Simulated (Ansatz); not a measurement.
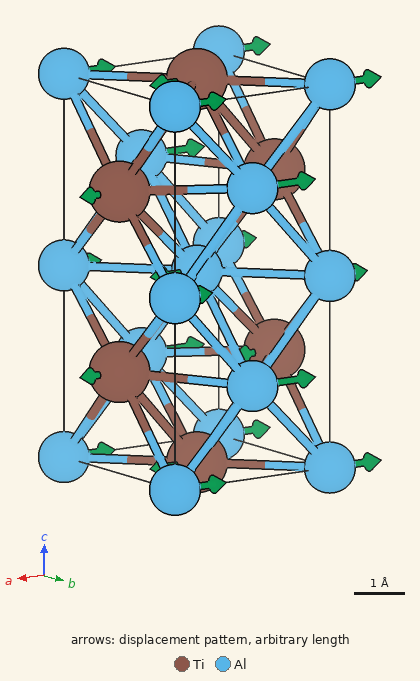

One vibrational mode of crystalline Ti$_{3}$Al$_{5}$ at the zone centre. The green arrows are the displacements of the atoms (eigenvector over the root of the mass), of arbitrary overall length and sign. The picture is a ball-and-stick view of the cell of the calculation, seen from a free direction.

The calculation used Ansatz 0.2.0, DFT LDA, scalar-relativistic, plane waves, PAW. Set-up: plane-wave cutoff 420 eV; k-point mesh 10 × 10 × 6; occupations fermi dirac; smearing width 0.15 eV; no spin polarisation.

The frequencies depend somewhat on the k-mesh and the smearing.

> Describe the mode and give its frequency.

This is the B₃u mode at 285 cm⁻¹, optical level 11 of 21, counted from below, infrared-active by symmetry. The Al (2s) and Al (1a) and Al (1c) sublattices move against the Al (1h) and Ti (1f) and Ti (2r) sublattices, along a; the kinetic energy is shared as Al 72 %, Ti 28 %. The crystal is a metal, so free carriers screen the infrared response.
